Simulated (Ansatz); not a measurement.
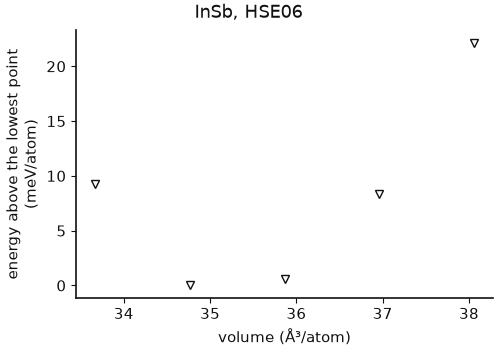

The picture above shows the energy above the lowest point against volume for InSb, space group F-43m (No. 216) (one of a set of cubic test structures, which need not be the stable phase).

Method: equation of state of a cubic crystal from periodic Kohn-Sham density functional theory without spin; pressure corrected for the finite basis (Ansatz 0.2.0 development build). Level: HSE06.

```tsv
setting	value
structure type	zinc blende
atoms in cell	2
space group number	216
lattice centring	face-centred primitive
k mesh	4×4×4
occupation method	Fermi–Dirac
occupation width	0.05 eV
wave cutoff	420 eV
datasets	soft-1 PAW
density tolerance	0 eV
bands	18
density cutoff ratio	4
search for lower states	default
exchange singularity	Wigner-Seitz
```

From this curve and the settings, what does the calculation give for the pressure at the same points?

The pressure falls from 2.190 GPa at volume 33.67 Å³/atom to −2.479 GPa at 38.06 Å³/atom, and changes sign near 35.3 Å³/atom.

```tsv
volume (Å³/atom)	pressure (GPa)
33.67	2.190
34.76	0.570
35.86	-0.680
36.96	-1.552
38.06	-2.479
```

Caveats: coarse k-mesh, values are not converged in k.
